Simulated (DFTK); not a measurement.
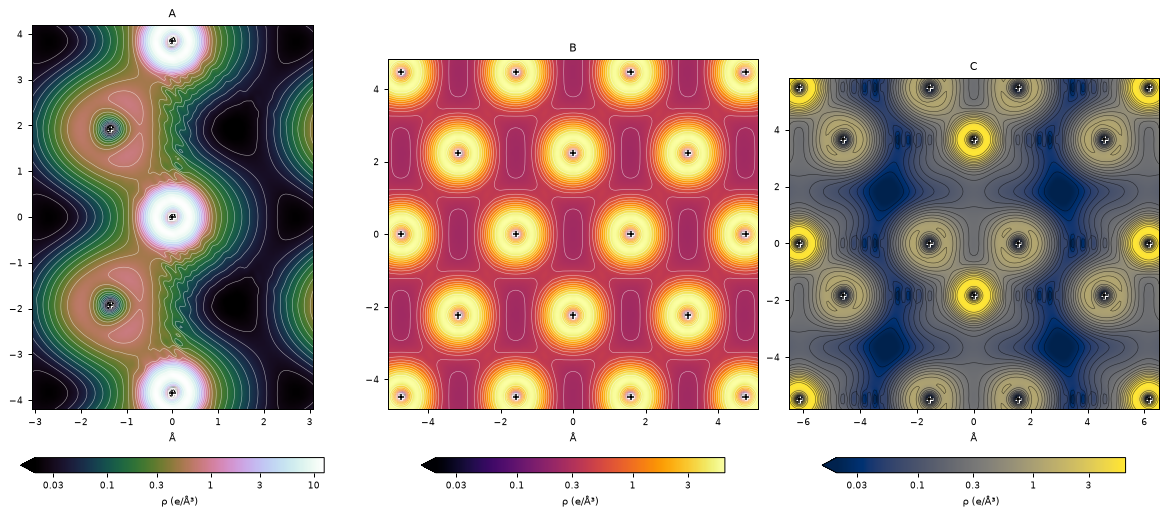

The valence pseudo-density of 3 systems, each on a plane through atoms (crosses mark nuclei in the plane).

Computed with Kohn-Sham DFT of a periodic cell, PBEsol, dojo.nc.sr.PBEsol.v0_4_1.standard.upf in DFTK.

System 1: GaP, the (011) plane of the conventional cell. Space group F-43m.

```yaml
crystal:
  lattice:
    - [5.45050, 0.00000, 0.00000]
    - [0.00000, 0.00000, -5.45050]
    - [0.00000, 5.45050, 0.00000]
  atoms:
    - { symbol: Ga, position: [0.50000, 0.50000, 0.00000] }
    - { symbol: Ga, position: [0.00000, 0.50000, 0.50000] }
    - { symbol: Ga, position: [0.00000, 0.00000, 0.00000] }
    - { symbol: Ga, position: [0.50000, 0.00000, 0.50000] }
    - { symbol: P, position: [0.75000, 0.75000, 0.25000] }
    - { symbol: P, position: [0.25000, 0.75000, 0.75000] }
    - { symbol: P, position: [0.25000, 0.25000, 0.25000] }
    - { symbol: P, position: [0.75000, 0.25000, 0.75000] }
```

System 2: Mo, the (110) plane of the conventional cell. Space group Im-3m; a structure from a database of computed crystals, not necessarily the ambient phase; computed pressure about −9 GPa in this cell.

```yaml
crystal:
  lattice:
    - [3.16762, 0.00000, 0.00000]
    - [0.00000, 3.16762, 0.00000]
    - [0.00000, 0.00000, 3.16762]
  atoms:
    - { symbol: Mo, position: [0.00000, 0.00000, 0.00000] }
    - { symbol: Mo, position: [0.50000, 0.50000, 0.50000] }
```

System 3: MoS2, the (110) plane of the conventional cell. Space group P6₃/mmc; not relaxed (largest force 0.3 eV/Å); computed pressure about −3 GPa in this cell.

```xyz
6
Lattice="3.1690 0.0000 0.0000 -1.5845 2.7444 0.0000 0.0000 0.0000 12.3240" Properties=species:S:1:pos:R:3 pbc="T T T"
Mo    1.5845    0.9148    9.2430
Mo    0.0000    1.8296    3.0810
S     1.5845    0.9148    4.6461
S     0.0000    1.8296   10.8081
S     1.5845    0.9148    1.5159
S     0.0000    1.8296    7.6779
```

> Match each panel to its system.

Panel A is system 1, GaP: the plane holds Ga and P. Ga–P (2.36 Å): ρ at the midpoint is about 0.54 e/Å³. Panel B is system 2, Mo: the plane holds Mo. Mo–Mo (2.74 Å): ρ at the midpoint is about 0.4 e/Å³. Panel C is system 3, MoS2: the plane holds Mo and S. Mo–S (2.41 Å): the density is about 0.6 e/Å³ at the midpoint.
